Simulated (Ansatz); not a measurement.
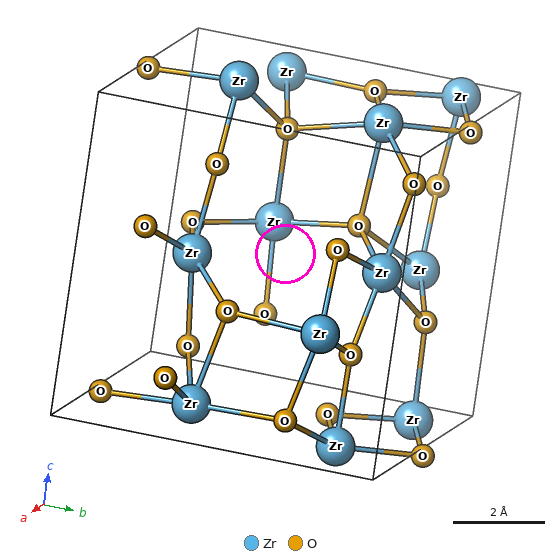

Ball-and-stick representation of a periodic structure, projected slightly off an axis. The edges of the supercell are marked. The host is ZrO2, in a cell of 24 sites, and the cell carries a charge of +2. A ring marks the defect's site.

> What defect is present?

An oxygen vacancy. Around the empty site lie three O and three Zr at about 2.2 to 2.5 Å.

The calculation used DFT PBE, scalar-relativistic, plane waves, PAW (Ansatz), with a 420 eV plane-wave basis, k-points on a 2×2×2 grid, Gaussian smearing of 0.02 eV, collinear spins.

> Is the defect magnetic?

No net moment.

The atoms were relaxed in the host's cell with DFT PBE, scalar-relativistic, plane waves, PAW in Ansatz.
